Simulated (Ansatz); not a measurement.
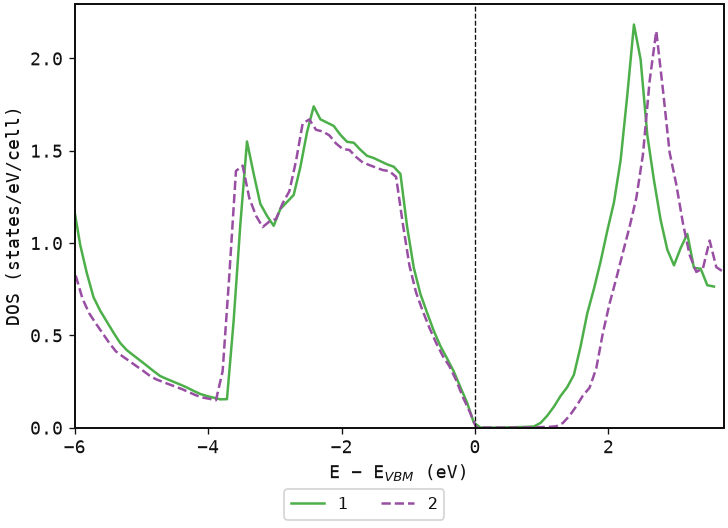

Total densities of states of GaAs, space group F-43m (No. 216), 2 atoms in the cell, by two methods on the same cell. Each is counted from its own valence-band top.

Which curve is which? The methods: PBE, r2SCAN.

Answer. 1 is PBE; 2 is r2SCAN. PBE gives a gap of 0.16 eV and r2SCAN gives a gap of 0.63 eV.

Settings. PBE: DFT PBE, scalar-relativistic, plane waves, PAW, no spin polarisation, 12×12×12 k mesh, 420 eV cutoff, Gaussian smearing of 0.02 eV (Ansatz). r2SCAN: DFT r2SCAN, scalar-relativistic, plane waves, PAW, no spin polarisation, 12×12×12 k mesh, 500 eV cutoff, Gaussian smearing of 0.02 eV (Ansatz).
